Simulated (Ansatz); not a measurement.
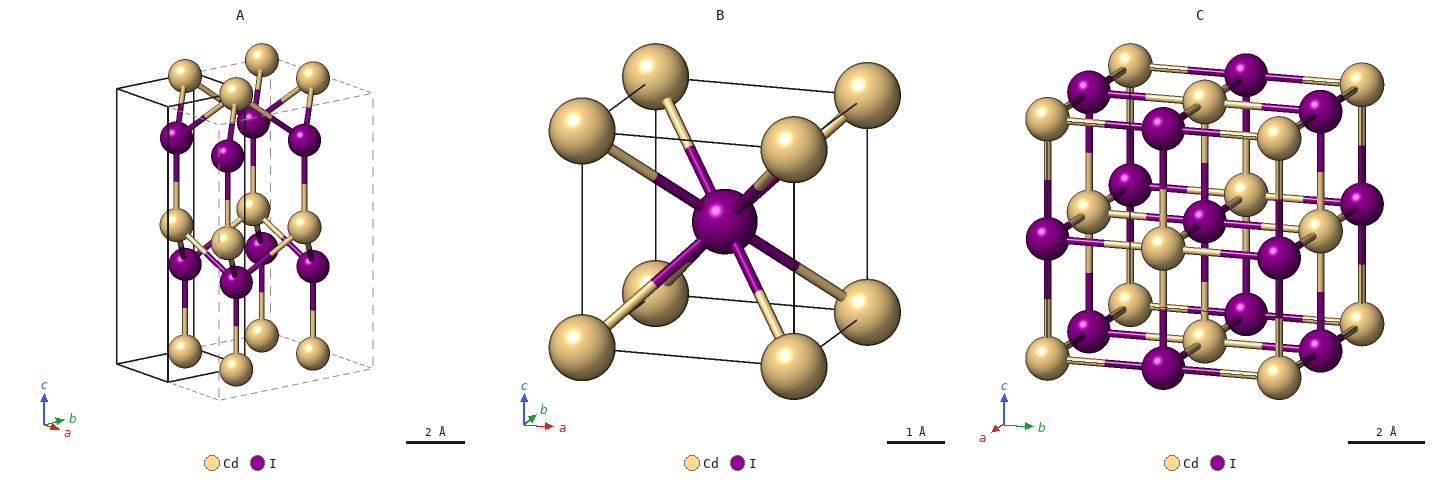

Three structures of CdI, each relaxed to rest (conventional cells in solid outline, small ones repeated, each panel with its own scale). Method: Ansatz, DFT PBE, scalar-relativistic, plane waves, PAW, without spin polarisation.

**What are the structures shown?**

A: 4 atoms a cell on a primitive hexagonal lattice, P6_3mc; B: caesium chloride (CsCl, B2) type, Pm-3m; C: rock salt (NaCl type), Fm-3m.

**Which of these is lowest in energy, and how far above it do the others lie?**

C, then A (+85 meV/atom) and B (+106 meV/atom), energies at zero smearing.

**Collect the results in a table.**

| panel | structure | E − E(lowest) (meV/atom) | volume (Å³/atom) | gap (eV) |
| --- | --- | --- | --- | --- |
| C | Fm-3m | 0 | 35.1 | metal |
| A | P6_3mc | 85 | 43.1 | metal |
| B | Pm-3m | 106 | 31.3 | metal |

Some of these may be structure types tried for this composition rather than known phases, and the most stable form need not be among them. Gaps are taken on the k-mesh or band path of each run.
